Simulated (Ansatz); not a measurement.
# A series of single points on KCl

System: KCl (4 atoms in the cell).
Method: DFT r2SCAN, scalar-relativistic, plane waves, PAW, no spin polarisation (Ansatz 0.2.0).

The 7 runs differ only in the geometry, by an even scaling of the cell at fixed fractional positions. The structure derives from a Materials Project entry.

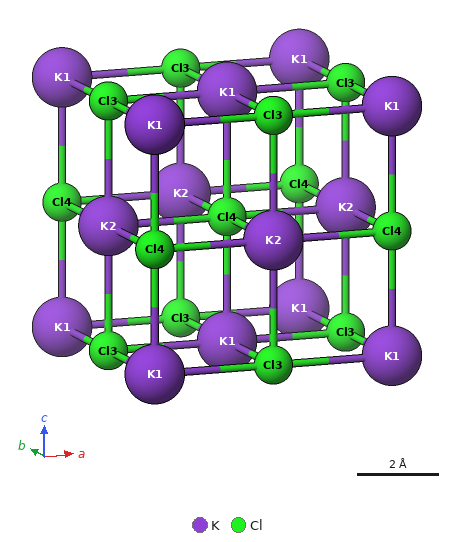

Figure 1. The structure of run 4 (ball-and-stick view of the cell 2 times as large as that of the calculation, set on its symmetry axes, seen slightly off an axis; atoms are numbered from 1 in the order of the input).

**Input of run 4**
```yaml
crystal:
  lattice:
    - [3.144492259, 3.144492259, 0.0]
    - [-3.144492259, 3.144492259, 0.0]
    - [0.0, 0.0, 6.2889845179]
  atoms:
    - { symbol: K, position: [0.0, 0.0, 0.0] }
    - { symbol: K, position: [0.5, 0.5, 0.5] }
    - { symbol: Cl, position: [0.5, 0.5, 0.0] }
    - { symbol: Cl, position: [0.0, 0.0, 0.5] }
basis:
  ecutwfc: 500
kpoints:
  mp_grid: { grid: [6, 6, 4] }
hamiltonian:
  xc: r2scan
scf:
  occupations: { method: gaussian, width: 0.02 }
output:
  forces: true
  stress: true
  eigenvalues: true
```

Command:
```bash
ansatz run input.yaml --threads 1 --pin off --max-ram 1331MiB --backend cpu --events-out ev --progress --plain --runs-dir out
```

Lattice vectors (Å) and fractional positions of run 4:
```
   3.144492    3.144492    0.000000
  -3.144492    3.144492    0.000000
   0.000000    0.000000    6.288985
K   0.000000  0.000000  0.000000
K   0.500000  0.500000  0.500000
Cl  0.500000  0.500000  0.000000
Cl  0.000000  0.000000  0.500000
```

Run 3 differs from it as follows:
```diff
-    - [3.144492259, 3.144492259, 0.0]
-    - [-3.144492259, 3.144492259, 0.0]
-    - [0.0, 0.0, 6.2889845179]
+    - [3.1130473364, 3.1130473364, 0.0]
+    - [-3.1130473364, 3.1130473364, 0.0]
+    - [0.0, 0.0, 6.2260946728]
```

**Results, with one run withheld**

```tsv
run	volume per atom (Å³)	free energy per atom, from the lowest run given (meV)	pressure (GPa)	gap on the mesh (eV)
1	28.377	17.78	2.25	6.18
2	29.264	7.74	1.40	6.06
3	30.169	?	?	?
4	31.092	0.00	0.04	5.83
5	32.034	1.40	−0.50	5.73
6	32.995	5.80	−0.95	5.63
7	33.975	12.86	−1.34	5.53
```

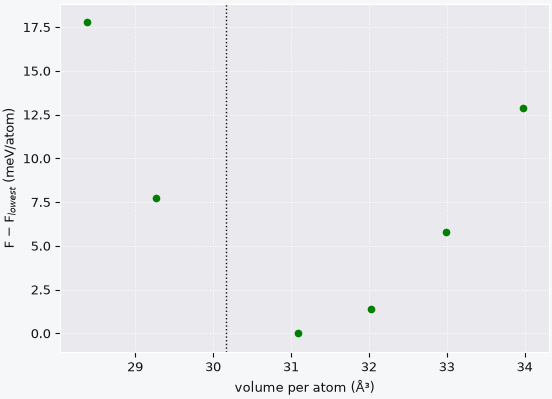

Figure 2. Free energy per atom of the runs given; the dotted line marks run 3.

What should run 3 give?

A cubic polynomial in V^(−2/3) (the Birch–Murnaghan form), fitted to the 6 runs given, misses them by under 0.01 meV per atom. With x = V^(−2/3) − 0.10093 Å⁻², it reads F = −0.0063449 − 59.662 x + 4.1024e+05 x² + 1.9132e+06 x³ (meV per atom). At run 3 it gives 1.97 meV per atom, and the run itself gives 1.97. The slope of the fit gives a pressure −dF/dV of 0.67 GPa there, and the run prints 0.67 GPa. The fit has its minimum at 31.153 Å³ per atom, where V d²F/dV² gives 19.2 GPa: the bulk modulus at this level, since symmetry fixes the shape and the positions. The gap on the mesh goes, without turning, from 6.18 eV in run 1 to 5.53 eV in run 7; run 3 has 5.94 eV. These are gaps of this functional on this mesh, which can miss the band edges; they aren't the measured gap.

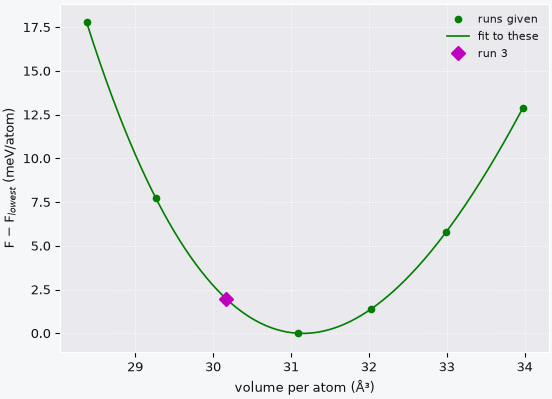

Figure 3. The fit and the withheld run.

**Output, shortened to warnings, some set-up lines, iterations and results (run 3)**
```
Basis set: ecut = 500 eV, 2995 PW (Γ), exchange–correlation on 144×144×192 points (64 copies of the dense FFT grid, shifted against one another)
Symmetry: 32 space group operations
k-points: 30 of 144
Initial density: superposition of atomic densities (neutral atoms: chi_scale 0, normalization atom), corrected by the library's trained network
[...]
SCF iter   1: F=—  HF=-5260.901044 eV  |F-HF|=—  |Δ(HF+E_count)|=         —  Δρ=3.94e-3  dr2=1.02e-2  dr2_τ=3.29e-3  ethr=1.77e-3  ⟨swp⟩=7.1  Hψ=3217  notcnv=0
SCF iter   2: F=—  HF=-5260.938355 eV  |F-HF|=—  |Δ(HF+E_count)|=   3.73e-2  Δρ=1.88e-3  dr2=1.91e-3  dr2_τ=9.01e-5  ethr=3.18e-5  ⟨swp⟩=3.0  Hψ=1501  notcnv=0
SCF iter   3: F=—  HF=-5260.938257 eV  |F-HF|=—  |Δ(HF+E_count)|=   9.71e-5  Δρ=3.06e-4  dr2=6.78e-5  dr2_τ=6.24e-6  ethr=5.98e-6  ⟨swp⟩=2.0  Hψ=1076  notcnv=0
SCF iter   4: F=—  HF=-5260.938300 eV  |F-HF|=—  |Δ(HF+E_count)|=   4.23e-5  Δρ=4.12e-5  dr2=1.68e-6  dr2_τ=3.80e-7  ethr=2.12e-7  ⟨swp⟩=2.0  Hψ=1087  notcnv=0
SCF iter   5: F=-5260.938302 eV  HF=-5260.938302 eV  |F-HF|=1.21e-7  |Δ(HF+E_count)|=   2.41e-6  Δρ=8.27e-6  dr2=9.70e-8  dr2_τ=1.39e-8  ethr=5.26e-9  ⟨swp⟩=2.0  Hψ=1061  …
SCF iter   6: F=-5260.938302 eV  HF=-5260.938302 eV  |F-HF|=1.25e-10  |Δ(HF+E_count)|=   1.74e-7  Δρ=3.78e-6  dr2=2.31e-8  dr2_τ=3.24e-9  ethr=3.03e-10  ⟨swp⟩=2.9  Hψ=2287  …
SCF 1 converged in 6 iterations: F = -5260.938302 eV  dr2 = 2.31e-8
SCF converged after 6 iterations
Free energy (F): -5260.938302 eV
Harris-Foulkes:  -5260.938302 eV  (|F-HF|=1.25e-10)
Internal energy: -5260.938302 eV  (E = F + TS)
E sigma→0 (E₀):  -5260.938302 eV
Fermi energy:    3.622771 eV
--- Per-component energies (eV) ---
  E_band       = -277.735186
  E_kinetic    = 832.168505
  E_local      = -1639.687466  (includes V_loc(G=0)·N_el)
  E_nonlocal   = 81.681165
  E_hartree    = 548.650280
  E_xc         = -478.084823
  E_vxc        = -644.944734  (∫ρ·V_xc dr)
  E_paw        = -2908.943577  (= ΣΔE_a)
  E_vpaw       = -41.033936  (= ΣTr[D̂ρ^β])
  E_aug_tail   = 0.000071  (compensation charges beyond the density's cutoff)
  E_vtau       = 36.778666  (kinetic-family band-sum trace: ∫τ·v_τ [+ j·A + Jᵃ·Aᵃ] dr)
  E_ewald      = -1696.057275
  E_core_change = -0.665184  (= ΣΔE_core)
  E_smearing   = -0.000000  (= −TS)
  E_closure    = -0.000000  (closes the sum)
  Σ components = -5260.938302   (vs F -5260.938302, Δ=0.00e0)
--- Forces (eV/Å), atoms counted from 1 ---
  atom   1  K      0.00000000    -0.00000000     0.00000000
  atom   2  K      0.00000000     0.00000000     0.00000000
  atom   3  Cl     0.00000000    -0.00000000     0.00000000
  atom   4  Cl     0.00000000    -0.00000000     0.00000000
  max |Σ_I F_I| component: 8.38e-31 eV/Å
--- Stress (GPa, compression-positive) ---
        0.665697      -0.000000       0.000000
        0.000000       0.665697       0.000000
        0.000000       0.000000       0.665800
  P = ⅓ Tr σ = 0.6657 GPa (6.657 kbar)
```
